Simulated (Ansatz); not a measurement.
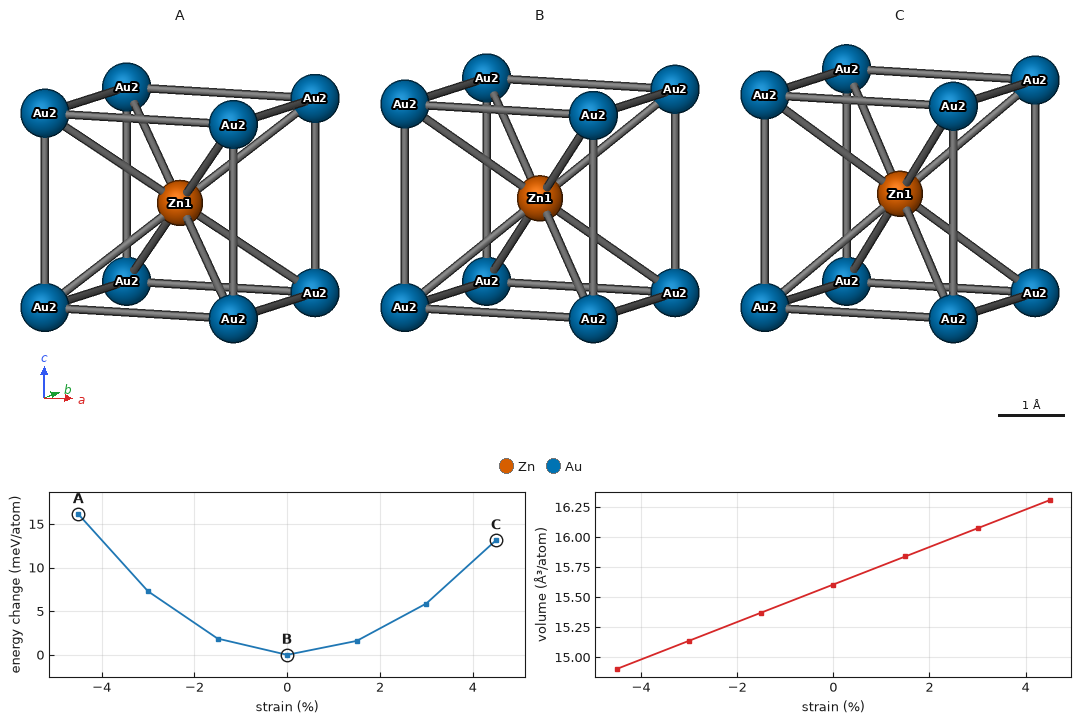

Members of a series of calculations on solid ZnAu (set up in Pm-3m), marked on the first curve. The picture is a ball-and-stick view of the cell of the calculation, seen slightly off an axis.

These are results of Ansatz, DFT r2SCAN, scalar-relativistic, plane waves, PAW, not measurements. Set-up: plane-wave cutoff 500 eV; k-point mesh 16 × 16 × 16; occupations gaussian; smearing width 0.1 eV; no spin polarisation.

Question: Describe the series.

Answer: Strain along c alone, the other axes held, atoms relaxed. A (strain −4.5 %): energy change 16.1 meV/atom, volume 14.90 Å³ per atom. B (strain 0.0 %): energy change 0.0 meV/atom, volume 15.61 Å³ per atom. C (strain 4.5 %): energy change 13.1 meV/atom, volume 16.31 Å³ per atom. The rest compares A with C. The volume changes by +9.4 %, with a = b unchanged at 3.149 Å, c 3.007 → 3.290 Å (+9.4 %). Near-neighbour distances before and after: Au–Au 3.007 → 3.290 Å, Au–Zn 2.686 → 2.768 Å.
